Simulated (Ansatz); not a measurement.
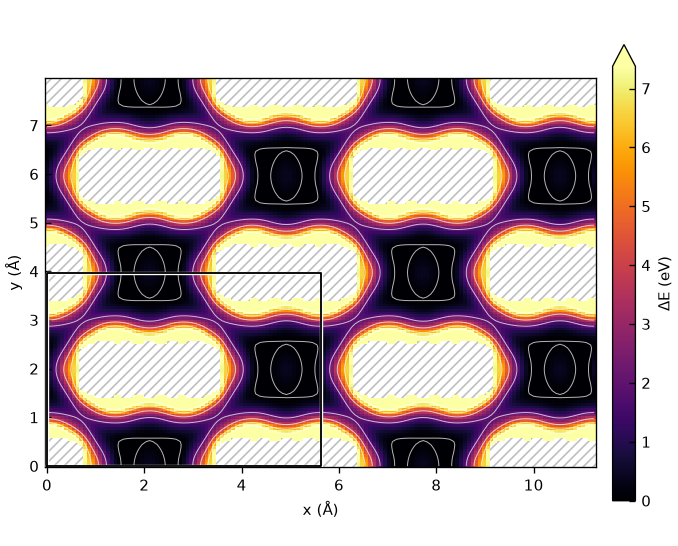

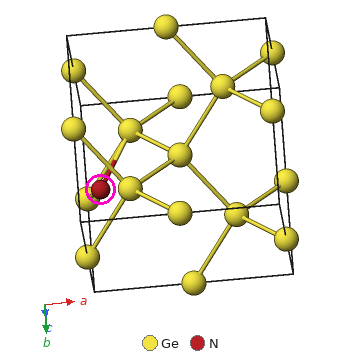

Energy landscape of Ge (Fd-3m phase) with one N guest (9 atoms in the cell). A guest moved over a lattice plane through the rigid host; the plane is (0 1 1) of the conventional cell, half-way across the widest gap between atomic layers, origin above Ge5. Places are given modulo a cell vector. The map is drawn in real space over the plane of the scan. Nothing is relaxed (host rigid, guest held in the plane). Grid: 12 × 12 points; 14 points were computed and 94 follow by symmetry. At 36 points there is no value (left out of the scan, as a rule where atoms come close). Energies: eV per cell, counted from the lowest grid point. Level of theory: DFT LDA, scalar-relativistic, plane waves, PAW in Ansatz 0.2.0. Settings: cutoff 420 eV, k-mesh 6×6×6, gaussian smearing 0.15 eV, no spin polarisation.

The picture shows a smooth colour map with a few white contour lines, the outline of one cell of the 2 × 2 shown, one colour for all values above the top of the scale, hatched blanks where no value was computed. Between grid points the surface is interpolated. The second picture is the structure at the lowest point; rings mark the moved atoms.

> Where are the wells?

The lowest grid point is at (4/12, 1/12) of the cell vectors [nearest 1 Ge at 1.99 Å]. The same energy is found at (4/12, 11/12) of the cell vectors [nearest 1 Ge at 1.99 Å]; (10/12, 5/12) of the cell vectors [nearest 1 Ge at 1.99 Å]; (10/12, 7/12) of the cell vectors [nearest 1 Ge at 1.99 Å]. Relaxing all atoms from the lowest point lowers the energy by a further 1.0 eV. The highest grid point, (0/12, 2/12) of the cell vectors [nearest 1 Ge at 1.19 Å], lies 13.5 eV above the lowest.

The values on the grid:

```
place of N9 along a2 ↓, place of N9 along a1 →  0/12  1/12  2/12  3/12  4/12  5/12  6/12  7/12  8/12  9/12  10/12  11/12
                                         11/12     –     –   4.1   0.2   0.0   0.0   0.2   4.1     –     –      –      –
                                         10/12  13.5   8.3   1.8   0.4   0.1   0.1   0.4   1.8   8.3  13.5    9.1    9.1
                                          9/12   3.6   2.3   2.3   3.6   2.3   2.3   3.6   2.3   2.3   3.6    2.3    2.3
                                          8/12   0.4   1.8   8.3  13.5   9.1   9.1  13.5   8.3   1.8   0.4    0.1    0.1
                                          7/12   0.2   4.1     –     –     –     –     –     –   4.1   0.2    0.0    0.0
                                          6/12   0.5   5.8     –     –     –     –     –     –   5.8   0.5    0.2    0.2
                                          5/12   0.2   4.1     –     –     –     –     –     –   4.1   0.2    0.0    0.0
                                          4/12   0.4   1.8   8.3  13.5   9.1   9.1  13.5   8.3   1.8   0.4    0.1    0.1
                                          3/12   3.6   2.3   2.3   3.6   2.3   2.3   3.6   2.3   2.3   3.6    2.3    2.3
                                          2/12  13.5   8.3   1.8   0.4   0.1   0.1   0.4   1.8   8.3  13.5    9.1    9.1
                                          1/12     –     –   4.1   0.2   0.0   0.0   0.2   4.1     –     –      –      –
                                          0/12     –     –   5.8   0.5   0.2   0.2   0.5   5.8     –     –      –      –
```

Each point was launched as `ansatz run input.yaml --threads 4 --pin off --max-ram 8192MiB --backend cpu --events-out ev --progress --plain --runs-dir out`. The whole map (14 points run) took 5.4 min on 4 threads of Intel(R) Xeon(R) 6975P-C (Granite Rapids), on a shared host.

PAW datasets: the set soft_1.
